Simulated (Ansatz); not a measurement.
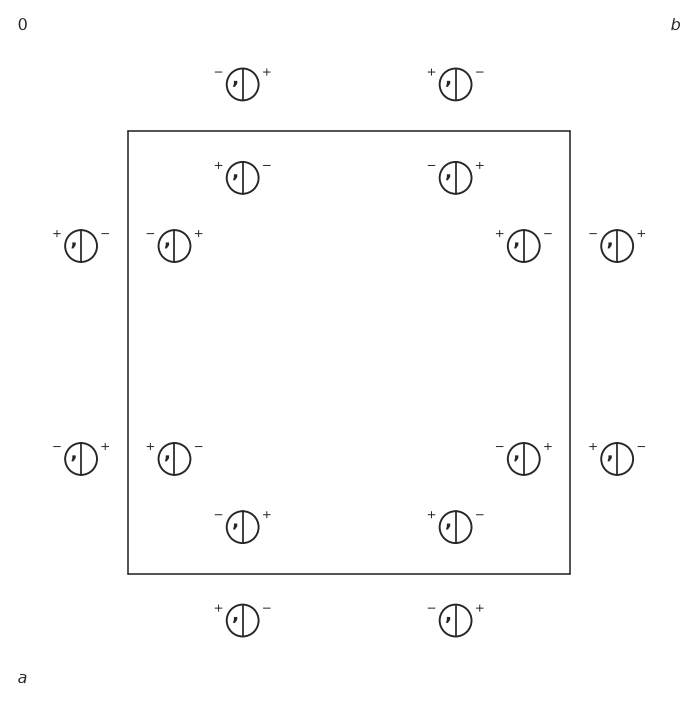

General positions of a space group, projected down c, computed from the operations of a computed or model structure of composition FePt.

A circle is a general position, a comma marks the mirror image, + and − with a fraction give the height (along the projection axis: ½+ is ½ plus the coordinate, − is its negative), and a split circle stands for two positions above each other.

Identify the space group.

Answer. P4/mmm, No. 123; primitive tetragonal, point group 4/mmm, 16 general positions a cell.

Write the general positions (in any order).

Answer. x, y, z; −x, −y, −z; −y, x, z; y, −x, −z; −x, −y, z; x, y, −z; y, −x, z; −y, x, −z; x, −y, −z; −x, y, z; −y, −x, −z; y, x, z; −x, y, −z; x, −y, z; y, x, −z; −y, −x, z
